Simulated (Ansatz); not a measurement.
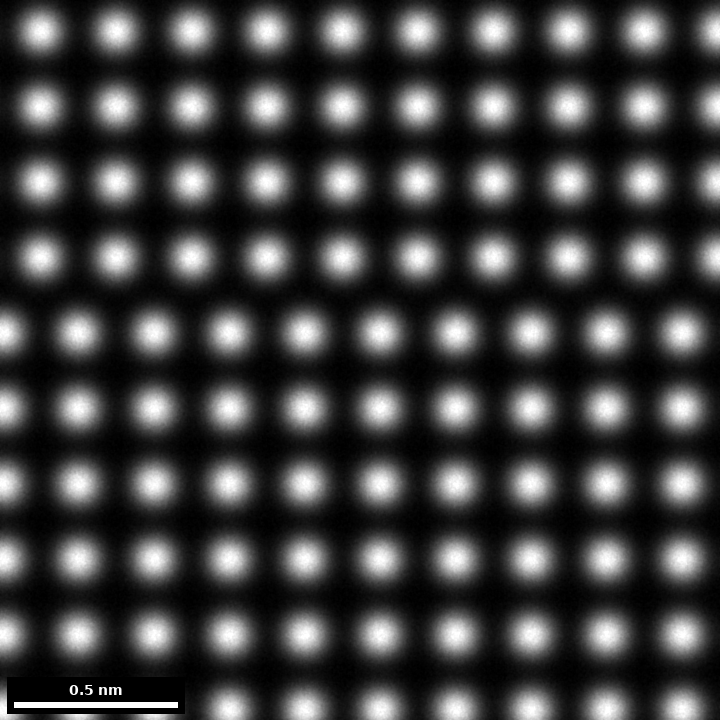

Dark-field STEM-like image of Ni (Pm-3m, No. 221) along [001]. Simulation: incoherent imaging, intensity Z^1.6 per atom, probe width 1.05 Å, thin sample. The probe carries 25 % of its weight in a tail 2.5 times as wide. Shot noise was added.

One planar defect was built into the perfect crystal by geometry alone, without relaxation. Host structure: the geometry relaxed with DFT, r2SCAN, plane waves (500 eV) with PAW, scalar-relativistic in Ansatz; the starting structure was generated, so it need not be a known form of this composition.

**Where does the periodic pattern break, and how?**

A planar fault (a stacking fault) runs horizontally about 9 Å below the top edge. The part above it is shifted along the boundary by 1/2 of the 2.31 Å repeat of the rows (1.2 Å to the right, the same as to the left); both parts keep the same orientation.
